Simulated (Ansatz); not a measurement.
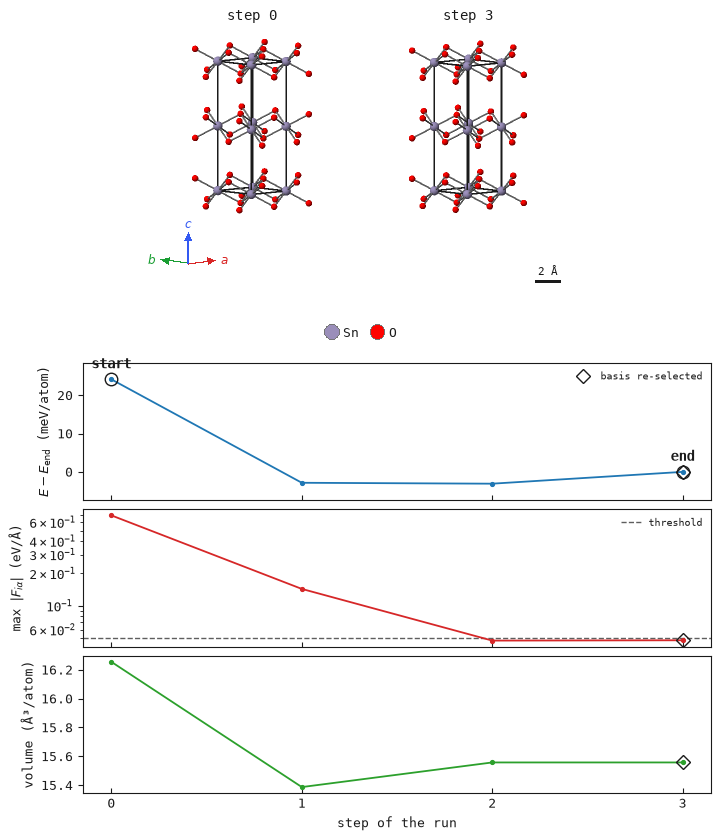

First and last geometry of a relaxation of crystalline SnO2 (set up in P6_3/mmc) (coarse preliminary run), with the history of the run. Style: ball-and-stick. Shown: the cell of the calculation, from a free direction.

Level of theory: Ansatz, DFT LDA, scalar-relativistic, plane waves, PAW.

The input:
```yaml
crystal:
  lattice:
    - [3.2305756168, 0.0, 0.0]
    - [-1.6152878084, 2.797760553, 0.0]
    - [0.0, 0.0, 10.790562]
  atoms:
    - { symbol: Sn, position: [0.0, 0.0, 0.5] }
    - { symbol: Sn, position: [0.0, 0.0, 0.0] }
    - { symbol: O, position: [0.66666667, 0.33333333, 0.405862] }
    - { symbol: O, position: [0.66666667, 0.33333333, 0.094138] }
    - { symbol: O, position: [0.33333333, 0.66666667, 0.594138] }
    - { symbol: O, position: [0.33333333, 0.66666667, 0.905862] }
basis:
  ecutwfc: 420
kpoints:
  mp_grid: { grid: [6, 6, 2] }
hamiltonian:
  xc: lda
scf:
  occupations: { method: gaussian, width: 0.1 }
output:
  forces: true
  stress: true
  eigenvalues: true
relax:
  adjacent_minimum: "off"
  f_tol: 0.05
  max_steps: 80
  cell: { stress_tol: 0.5 }
```

Command:
```bash
ansatz run input.yaml --threads 2 --pin off --max-ram 5120MiB --backend cpu --events-out ev --progress --plain --runs-dir out
```

Question: Read the history and describe the run.

Answer: It converged. Over 2 accepted moves (3 points after the start) the energy falls by 24.2 meV per atom. Largest force component: 0.69 eV/Å at the start, 0.048 eV/Å at the end. Pressure: −7.77 GPa at the start and −0.23 GPa at the end. At 1 point the geometry stayed and the basis and grid were re-selected for the new cell (energy shift of 3.1 meV per atom at most each time). The largest moves relative to the cell, 0.020 Å, are those of O3, O4, O5 and O6. O3 goes along +c. Sn stays in place. The drawn cell changes as follows: a = b 3.231 → 3.176 Å (−1.7 %), c 10.791 → 10.687 Å (−1.0 %); the volume changes by −4.3 %. Among the contacts that change: Sn1–O3 2.124 → 2.082 Å. The space group stays P6_3/mmc (No. 194).

Limits of the set-up: layers or molecules are held without a dispersion correction, so their spacing is unreliable.
